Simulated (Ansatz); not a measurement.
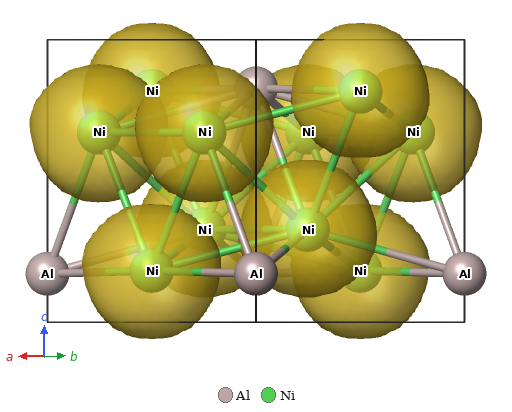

AlNi₃. Isosurface of the valence pseudo-density at 0.4 e/Å³ (yellow), seen along [110]. Sticks mark near contacts.

Space group Pmmn; a structure from a database of computed crystals, not necessarily the ambient phase; changed on purpose from its base cell (all atoms moved at random, sigma 0.25 A a component; relaxed back); computed without spin polarisation.

Method: Ansatz, DFT PBEsol, scalar-relativistic, plane waves, PAW.

The density is the valence pseudo-density of a PAW calculation; it isn't the true density close to the nuclei.

Question: What does this surface tell about the bonding?

Answer: At this value the density breaks into separate islands; it holds about 85 % of the electrons treated as valence (semicore included). It bridges none of the near contacts. It is pinched off along the sampled Ni–Ni (2.45 Å), Al–Ni (2.48 Å), Ni–Ni (2.50 Å) and Al–Ni (2.53 Å) contacts. On the grid the lowest density along these lines, outside the cores, is 0.35 e/Å³ (Ni–Ni, 2.45 Å), 0.25 e/Å³ (Al–Ni, 2.48 Å), 0.33 e/Å³ (Ni–Ni, 2.50 Å) and 0.25 e/Å³ (Al–Ni, 2.53 Å).
